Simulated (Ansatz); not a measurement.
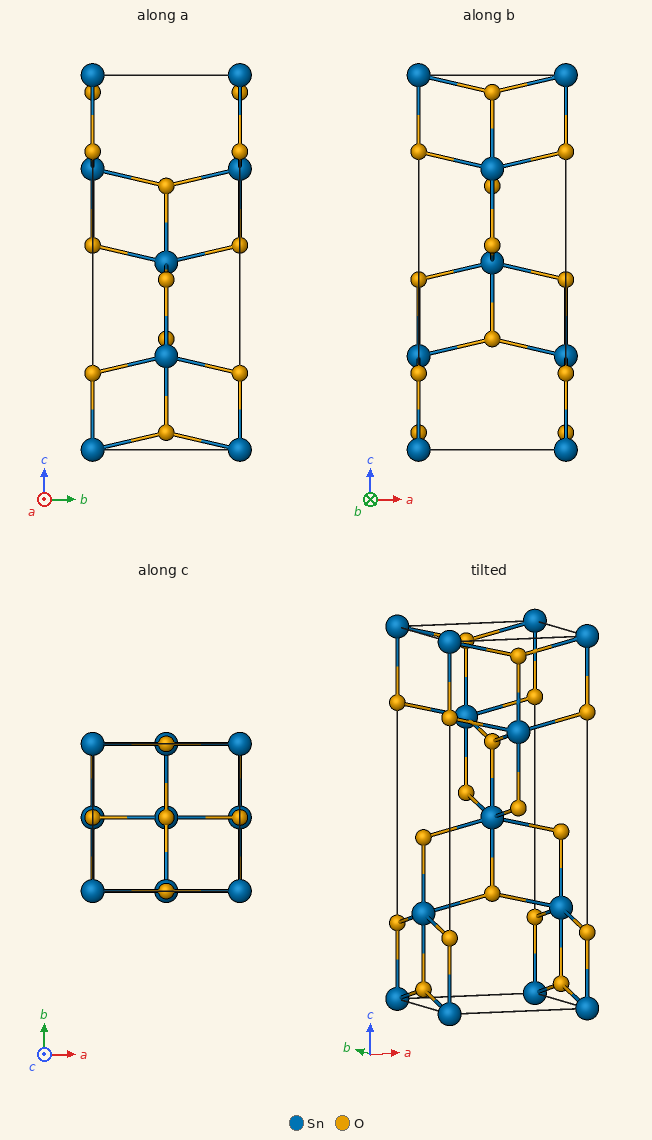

The crystal in a ball-and-stick representation, seen along the a axis, along the b axis, along the c axis and slightly off an axis. The edges of the conventional unit cell are marked.

Lattice parameters: a = 3.993 Å, b = 3.993 Å, c = 10.163 Å, α = 90.00°, β = 90.00°, γ = 90.00°.

From the views, write a table of Wyckoff sites, with free fractional coordinates to two decimals.

Answer. Space group I4_1/amd:1 (No. 141).
| atom | site | x | y | z |
| --- | --- | --- | --- | --- |
| Sn | 4a | 0.00 | 0.50 | 0.25 |
| O | 8e | 0.00 | 0.50 | 0.05 |

Provenance: a structure type filled with these elements by a generator (whether the compound takes this form wasn't checked). Earlier steps of the study may have refined or changed the cell and positions. It went into a calculation with Ansatz.
